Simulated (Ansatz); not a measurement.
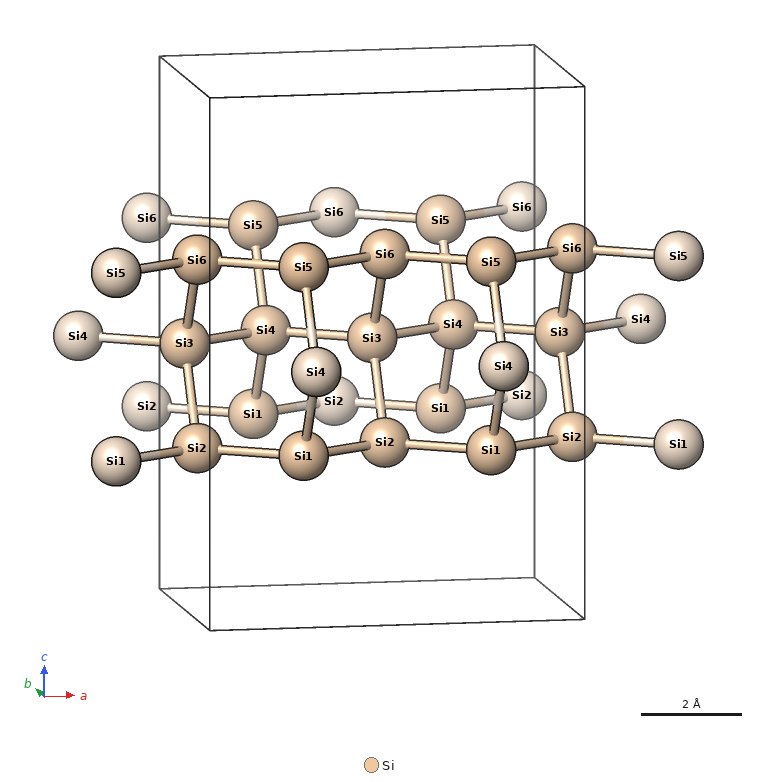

Fig. 1: The starting structure (ball-and-stick view of the 2 × 1 repeat of the cell, with the vacuum cut short, seen slightly off an axis; neighbours outside the cell are drawn fainter; atoms are numbered from 1 in the order of the input). An atom can appear more than once, as a periodic image. Near neighbours in the periodic cell (some may lie outside the picture): Si has 3 Si at 2.35 Å; Si has 4 Si at 2.35 Å.

# Geometry relaxation, with input and output: Si (part 1 of 2)

- system: Si (slab, 6 atoms in the cell)
- method: DFT PBE+D3(BJ), scalar-relativistic, plane waves, PAW, PAW set soft_1, no spin polarisation (Ansatz 0.2.0)

The structure derives from an entry of the Crystallography Open Database. The input holds or restrains some coordinates. Forces given for the steps count only the free coordinates. Figures and captions count atoms from 1; the log counts them from 0 in places.

## Output
```
Engine: ansatz 0.2.0, aarch64-unknown-linux-gnu
Pseudopotentials: kind: paw
Pseudopotential: Si, paw, valence charge 4, recommended cutoff 420 eV (normal), [file]
Functional definition: PBE
  parameter kappa = 0.804
  parameter beta = 0.06672455060314922
  exchange = pbe_x(kappa = kappa, mu = beta*pi^2/3)
  correlation = pbe_c(beta = beta)
Crystal: 6 atoms, lattice volume = 370.598 Å³
Basis set: ecut = 420 eV, 7261 PW (Γ), exchange–correlation on 54×80×240 points (8 copies of the dense FFT grid, shifted against one another)
Bands: 18, of which v1, the nominal top of the filled ones, is band 12 counted from 1 (11 counted from 0)
Symmetry: 4 space group operations
k-points: 20 of 48
Non-local potential: Si, projectors of the file, l = 0: 2, l = 1: 2, l = 2: 1
PAW form: soft (Blöchl's): semilocal exchange-correlation on the pseudo side does not see the compensation charge
PAW one-centre angular grid: Si, 110 points (default); XC on 64 Gauss nodes
Initial density: superposition of atomic densities (neutral atoms: chi_scale 0, normalization atom)
Initial wavefunctions: pseudopotential atomic-orbital guess
Functional: x = pbe(κ = 0.804, μ = 0.2195149727645171), c = pbe(β = 0.06672455060314922)
SCF iter   1: F=—  HF=-3813.044134 eV  |F-HF|=—  |Δ(HF+E_count)|=         —  Δρ=2.40e-2  dr2=3.62e0  ethr=3.10e-3  p=0.000 e·Å  D=3.50e-15 V/Å  ΔV_dip=-0.00 eV  dr2_dipole=4.02e-8  V_vac-E_F(+/−)=6.23/6.23 eV  ⟨swp⟩=11.6  Hψ=3142  notcnv=0
efield: sawtooth ramp at fractional position 0.9800 (placed from the atoms, in the widest stretch of the axis that holds none; the zero of the levels goes with the place), width 0.0400; the density the first Hamiltonian is built on has a dipole p = 0.000 e·Å; the dipole correction subtracts the counter field D = 3.50e-15 V/Å, which shifts the + side's vacuum level by -0.00 eV against the − side's; the planar-averaged density in the ramp window peaks in size at 5.0e-8 e/Å³
preconditioner: auto → LDOS  [metal: Δε(μ)=0.026 eV  Ē_g=7.139 eV  σ=0.050 eV  W_gap=0.29  n_scr=28 (ndim 8)  ℏωp=9.4 eV  f_vac=0.521  D(μ)=2.89/eV (n_scr^D=8)  β→1.0]
SCF iter   2: F=—  HF=-3812.337787 eV  |F-HF|=—  |Δ(HF+E_count)|=   7.06e-1  Δρ=1.02e-2  dr2=1.01e0  ethr=3.10e-3  p=0.000 e·Å  D=3.31e-6 V/Å  ΔV_dip=-0.00 eV  dr2_dipole=7.49e-7  V_vac-E_F(+/−)=4.79/4.79 eV  ⟨swp⟩=4.3  Hψ=1097  notcnv=0  defer=26
SCF iter   3: F=—  HF=-3812.200430 eV  |F-HF|=—  |Δ(HF+E_count)|=   1.37e-1  Δρ=2.56e-3  dr2=1.18e-1  ethr=3.10e-3  p=0.000 e·Å  D=2.46e-6 V/Å  ΔV_dip=-0.00 eV  dr2_dipole=3.68e-8  V_vac-E_F(+/−)=5.11/5.11 eV  ⟨swp⟩=3.0  Hψ=697  notcnv=0  defer=26
SCF iter   4: F=—  HF=-3812.182934 eV  |F-HF|=—  |Δ(HF+E_count)|=   1.75e-2  Δρ=8.59e-4  dr2=1.29e-2  ethr=4.94e-4  p=-0.000 e·Å  D=-1.06e-6 V/Å  ΔV_dip=0.00 eV  dr2_dipole=2.25e-9  V_vac-E_F(+/−)=4.95/4.95 eV  ⟨swp⟩=3.0  Hψ=655  notcnv=0  defer=27
SCF iter   5: F=—  HF=-3812.180668 eV  |F-HF|=—  |Δ(HF+E_count)|=   2.27e-3  Δρ=3.64e-4  dr2=1.20e-3  ethr=5.37e-5  p=-0.000 e·Å  D=-1.33e-7 V/Å  ΔV_dip=0.00 eV  dr2_dipole=1.74e-9  V_vac-E_F(+/−)=4.83/4.83 eV  ⟨swp⟩=2.5  Hψ=565  notcnv=0  defer=27
SCF iter   6: F=—  HF=-3812.180523 eV  |F-HF|=—  |Δ(HF+E_count)|=   1.45e-4  Δρ=1.06e-4  dr2=1.16e-4  ethr=4.99e-6  p=-0.000 e·Å  D=-4.48e-7 V/Å  ΔV_dip=0.00 eV  dr2_dipole=6.97e-10  V_vac-E_F(+/−)=4.78/4.78 eV  ⟨swp⟩=2.6  Hψ=583  notcnv=0  defer=27
SCF iter   7: F=-3812.180516 eV  HF=-3812.180518 eV  |F-HF|=1.59e-6  |Δ(HF+E_count)|=   5.01e-6  Δρ=2.06e-5  dr2=4.14e-6  ethr=9.38e-8  p=0.000 e·Å  D=4.17e-7 V/Å  ΔV_dip=-0.00 eV  dr2_dipole=1.33e-10  V_vac-E_F(+/−)=4.76/4.76 eV  ⟨swp⟩=14.8  Hψ=2834  notcnv=0
SCF 1 converged in 7 iterations: F = -3812.180516 eV  dr2 = 4.14e-6
  greatest PAW one-centre occupation: 0.660 electrons in one spin orbital (limit 2), on the Si atom at site 5 (counted from 0), in its partial waves of l = 0
relax step   1: F+E_penalty+E_count = -3812.18051621 eV  Δ(F+E_penalty+E_count) = +0.000e0 eV  max|allowed force component| = 4.932e-1 eV/Å  Δτ_max = 0.0000 Å  (7 SCF iters, dr2 threshold 2.25e-5 eV, accepted)
Initial density: handed on by an earlier stage of this run
Initial wavefunctions: those handed on with the density
iter 1 solved again at ethr=2.17e-4 eV; its pass at ethr=3.10e-3 eV (dr2=5.20e-2 eV) is discarded
SCF iter   1: F=—  HF=-3812.229113 eV  |F-HF|=—  |Δ(HF+E_count)|=         —  Δρ=2.01e-3  dr2=3.91e-2  ethr=2.17e-4  p=0.000 e·Å  D=4.17e-7 V/Å  ΔV_dip=-0.00 eV  dr2_dipole=8.38e-3  V_vac-E_F(+/−)=4.79/4.79 eV  ⟨swp⟩=1.4  Hψ=1787  notcnv=0  defer=25
efield: sawtooth ramp at fractional position 0.9800 (handed on by an earlier solve), width 0.0400; the density the first Hamiltonian is built on has a dipole p = 0.000 e·Å; the dipole correction subtracts the counter field D = 4.17e-7 V/Å, which shifts the + side's vacuum level by -0.00 eV against the − side's; the planar-averaged density in the ramp window peaks in size at 7.0e-7 e/Å³
preconditioner: auto → LDOS  [metal: Δε(μ)=0.021 eV  Ē_g=6.985 eV  σ=0.050 eV  W_gap=0.23  n_scr=28 (ndim 8)  ℏωp=9.4 eV  f_vac=0.542  D(μ)=7.15/eV (n_scr^D=38)  β→1.0]
SCF iter   2: F=—  HF=-3812.225569 eV  |F-HF|=—  |Δ(HF+E_count)|=   3.54e-3  Δρ=1.09e-3  dr2=1.76e-2  ethr=1.63e-4  p=0.004 e·Å  D=1.75e-3 V/Å  ΔV_dip=-0.03 eV  dr2_dipole=4.77e-3  V_vac-E_F(+/−)=4.76/4.79 eV  ⟨swp⟩=3.3  Hψ=668  notcnv=0  defer=25
SCF iter   3: F=—  HF=-3812.223927 eV  |F-HF|=—  |Δ(HF+E_count)|=   1.64e-3  Δρ=1.66e-4  dr2=2.76e-4  ethr=7.32e-5  p=0.001 e·Å  D=7.15e-4 V/Å  ΔV_dip=-0.01 eV  dr2_dipole=1.79e-6  V_vac-E_F(+/−)=4.77/4.78 eV  ⟨swp⟩=2.5  Hψ=524  notcnv=0  defer=25
SCF iter   4: F=—  HF=-3812.223899 eV  |F-HF|=—  |Δ(HF+E_count)|=   2.78e-5  Δρ=4.73e-5  dr2=1.62e-5  ethr=1.15e-6  p=0.002 e·Å  D=8.09e-4 V/Å  ΔV_dip=-0.01 eV  dr2_dipole=2.46e-8  V_vac-E_F(+/−)=4.77/4.78 eV  ⟨swp⟩=2.1  Hψ=588  notcnv=0  defer=25
SCF iter   5: F=-3812.223897 eV  HF=-3812.223905 eV  |F-HF|=8.14e-6  |Δ(HF+E_count)|=   6.47e-6  Δρ=2.07e-5  dr2=9.58e-6  ethr=6.34e-8  p=0.002 e·Å  D=8.93e-4 V/Å  ΔV_dip=-0.02 eV  dr2_dipole=8.94e-7  V_vac-E_F(+/−)=4.76/4.78 eV  ⟨swp⟩=13.7  Hψ=2486  notcnv=0
SCF 2 converged in 5 iterations: F = -3812.223897 eV  dr2 = 9.58e-6
  greatest PAW one-centre occupation: 0.660 electrons in one spin orbital (limit 2), on the Si atom at site 1 (counted from 0), in its partial waves of l = 0
relax step   2: F+E_penalty+E_count = -3812.22389708 eV  Δ(F+E_penalty+E_count) = -4.338e-2 eV  max|allowed force component| = 1.244e-1 eV/Å  Δτ_max = 0.0843 Å  (5 SCF iters, dr2 threshold 1.52e-5 eV, accepted)
SCF iter   1: F=—  HF=-3812.236813 eV  |F-HF|=—  |Δ(HF+E_count)|=         —  Δρ=1.75e-3  dr2=3.11e-2  ethr=1.10e-3  p=0.002 e·Å  D=8.93e-4 V/Å  ΔV_dip=-0.02 eV  dr2_dipole=6.46e-3  V_vac-E_F(+/−)=4.79/4.80 eV  ⟨swp⟩=4.2  Hψ=1254  notcnv=0  defer=25
efield: sawtooth ramp at fractional position 0.9800 (handed on by an earlier solve), width 0.0400; the density the first Hamiltonian is built on has a dipole p = 0.002 e·Å; the dipole correction subtracts the counter field D = 8.93e-4 V/Å, which shifts the + side's vacuum level by -0.02 eV against the − side's; the planar-averaged density in the ramp window peaks in size at 6.9e-7 e/Å³
preconditioner: auto → LDOS  [metal: Δε(μ)=0.025 eV  Ē_g=7.037 eV  σ=0.050 eV  W_gap=0.27  n_scr=28 (ndim 8)  ℏωp=9.4 eV  f_vac=0.546  D(μ)=6.46/eV (n_scr^D=30)  β→1.0]
SCF iter   2: F=—  HF=-3812.234301 eV  |F-HF|=—  |Δ(HF+E_count)|=   2.51e-3  Δρ=9.61e-4  dr2=1.65e-2  ethr=1.30e-4  p=0.006 e·Å  D=2.81e-3 V/Å  ΔV_dip=-0.05 eV  dr2_dipole=5.51e-3  V_vac-E_F(+/−)=4.75/4.80 eV  ⟨swp⟩=3.4  Hψ=811  notcnv=0  defer=26
SCF iter   3: F=—  HF=-3812.233045 eV  |F-HF|=—  |Δ(HF+E_count)|=   1.26e-3  Δρ=1.86e-4  dr2=5.34e-4  ethr=6.86e-5  p=0.003 e·Å  D=1.59e-3 V/Å  ΔV_dip=-0.03 eV  dr2_dipole=4.95e-5  V_vac-E_F(+/−)=4.77/4.80 eV  ⟨swp⟩=2.4  Hψ=494  notcnv=0  defer=26
SCF iter   4: F=—  HF=-3812.232954 eV  |F-HF|=—  |Δ(HF+E_count)|=   9.17e-5  Δρ=6.35e-5  dr2=4.04e-5  ethr=2.23e-6  p=0.003 e·Å  D=1.48e-3 V/Å  ΔV_dip=-0.03 eV  dr2_dipole=5.38e-6  V_vac-E_F(+/−)=4.77/4.79 eV  ⟨swp⟩=2.5  Hψ=567  notcnv=0  defer=26
SCF iter   5: F=—  HF=-3812.232957 eV  |F-HF|=—  |Δ(HF+E_count)|=   3.15e-6  Δρ=2.07e-5  dr2=8.19e-6  ethr=1.68e-7  p=0.003 e·Å  D=1.46e-3 V/Å  ΔV_dip=-0.03 eV  dr2_dipole=4.08e-7  V_vac-E_F(+/−)=4.76/4.79 eV  ⟨swp⟩=2.7  Hψ=617  notcnv=0  defer=26
SCF iter   6: F=-3812.232956 eV  HF=-3812.232957 eV  |F-HF|=8.23e-8  |Δ(HF+E_count)|=   3.46e-7  Δρ=5.17e-6  dr2=4.19e-7  ethr=4.03e-9  p=0.003 e·Å  D=1.49e-3 V/Å  ΔV_dip=-0.03 eV  dr2_dipole=4.91e-8  V_vac-E_F(+/−)=4.76/4.79 eV  ⟨swp⟩=13.2  Hψ=2367  notcnv=0
SCF 3 converged in 6 iterations: F = -3812.232956 eV  dr2 = 4.19e-7
  greatest PAW one-centre occupation: 0.661 electrons in one spin orbital (limit 2), on the Si atom at site 1 (counted from 0), in its partial waves of l = 0
relax step   3: F+E_penalty+E_count = -3812.23295648 eV  Δ(F+E_penalty+E_count) = -9.059e-3 eV  max|allowed force component| = 1.366e-2 eV/Å  Δτ_max = 0.0691 Å  (6 SCF iters, dr2 threshold 9.68e-7 eV, accepted)
iter 1 solved again at ethr=1.81e-9 eV; its pass at ethr=3.10e-3 eV (dr2=4.36e-7 eV) is discarded
SCF iter   1: F=—  HF=-3812.232989 eV  |F-HF|=—  |Δ(HF+E_count)|=         —  Δρ=5.34e-6  dr2=4.34e-7  ethr=1.81e-9  p=0.003 e·Å  D=1.49e-3 V/Å  ΔV_dip=-0.03 eV  dr2_dipole=5.65e-8  V_vac-E_F(+/−)=4.76/4.79 eV  ⟨swp⟩=1.0  Hψ=1200  notcnv=0
efield: sawtooth ramp at fractional position 0.9800 (handed on by an earlier solve), width 0.0400; the density the first Hamiltonian is built on has a dipole p = 0.003 e·Å; the dipole correction subtracts the counter field D = 1.49e-3 V/Å, which shifts the + side's vacuum level by -0.03 eV against the − side's; the planar-averaged density in the ramp window peaks in size at 7.0e-7 e/Å³
preconditioner: auto → LDOS  [metal: Δε(μ)=0.012 eV  Ē_g=7.025 eV  σ=0.050 eV  W_gap=0.13  n_scr=28 (ndim 8)  ℏωp=9.4 eV  f_vac=0.545  D(μ)=6.83/eV (n_scr^D=38)  β→1.0]
SCF iter   2: F=—  HF=-3812.232957 eV  |F-HF|=—  |Δ(HF+E_count)|=   3.19e-5  Δρ=3.12e-6  dr2=1.55e-7  ethr=1.81e-9  p=0.003 e·Å  D=1.52e-3 V/Å  ΔV_dip=-0.03 eV  dr2_dipole=4.96e-9  V_vac-E_F(+/−)=4.76/4.79 eV  ⟨swp⟩=2.2  Hψ=570  notcnv=0
SCF iter   3: F=-3812.232957 eV  HF=-3812.232957 eV  |F-HF|=3.97e-9  |Δ(HF+E_count)|=   1.19e-8  Δρ=1.59e-6  dr2=3.11e-8  ethr=4.17e-10  p=0.003 e·Å  D=1.53e-3 V/Å  ΔV_dip=-0.03 eV  dr2_dipole=6.78e-10  V_vac-E_F(+/−)=4.76/4.79 eV  ⟨swp⟩=6.0  Hψ=1482  notcnv=0
SCF 4 converged in 3 iterations: F = -3812.232957 eV  dr2 = 3.11e-8
relax step   4: F+E_penalty+E_count = -3812.23295672 eV  Δ(F+E_penalty+E_count) = -2.450e-7 eV  max|allowed force component| = 1.360e-2 eV/Å  Δτ_max = 0.0000 Å  (3 SCF iters, accepted)
```

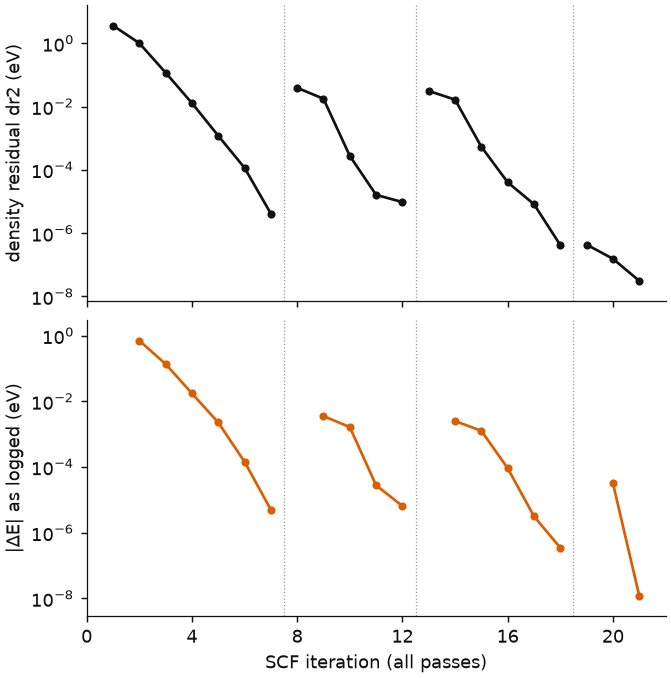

Fig. 2: Convergence of the self-consistent field: density residual dr2 and size of the energy change against the SCF iteration. The dotted lines part the SCF passes of the relaxation: geometry steps, rejected trials and re-solves on a re-selected basis. The passes take 7, 5, 6 and 3 iterations.
